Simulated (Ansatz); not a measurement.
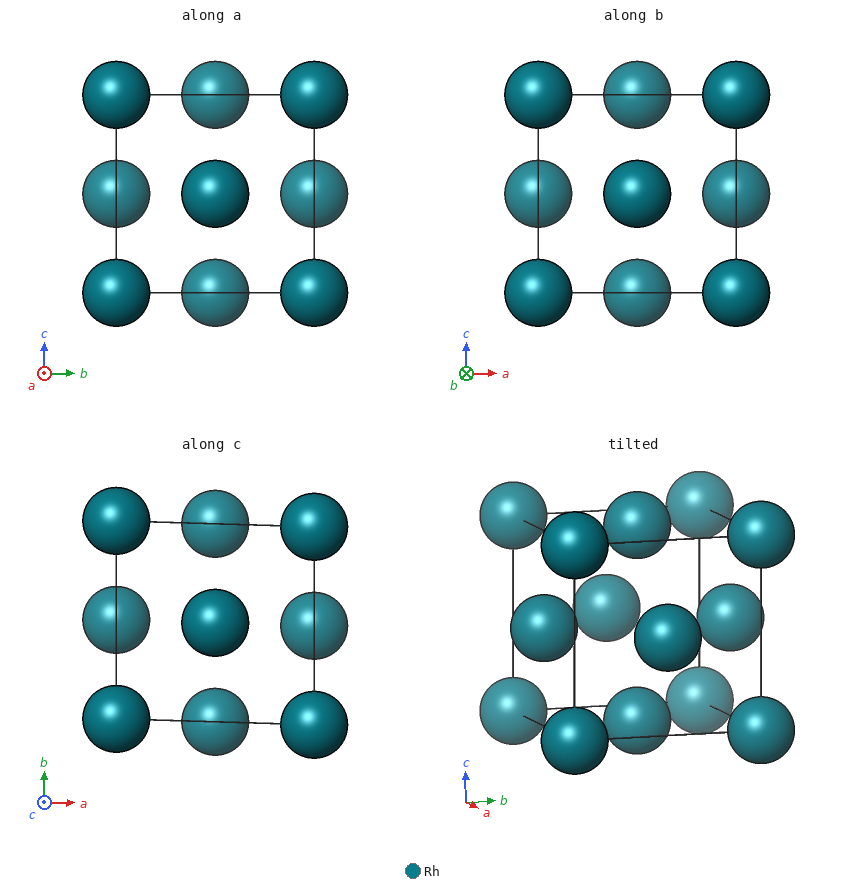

View along the a axis, along the b axis, along the c axis and slightly off an axis, drawn as a spheres-only model. One drawn cell (a repeat of the simulation cell) is framed, with atoms on its boundary repeated.

Lattice parameters: a = 3.831 Å, b = 3.831 Å, c = 3.831 Å, α = 90.00°, β = 90.00°, γ = 91.72°. Put a along x and b in the xy plane.

Write down what is shown as a POSCAR file.

```
Rh
1.0
     3.831    0.000    0.000
    -0.115    3.829    0.000
     0.000    0.000    3.831
Rh
4
Direct
  0.0000 0.0000 0.0000
  0.5000 0.5000 0.0000
  0.5000 0.0000 0.5000
  0.0000 0.5000 0.5000
```

It goes back to a structure type filled with this element by a generator (whether the element takes this form wasn't checked). The cell was then strained or its atoms displaced on purpose. A calculation with Ansatz used it as input.
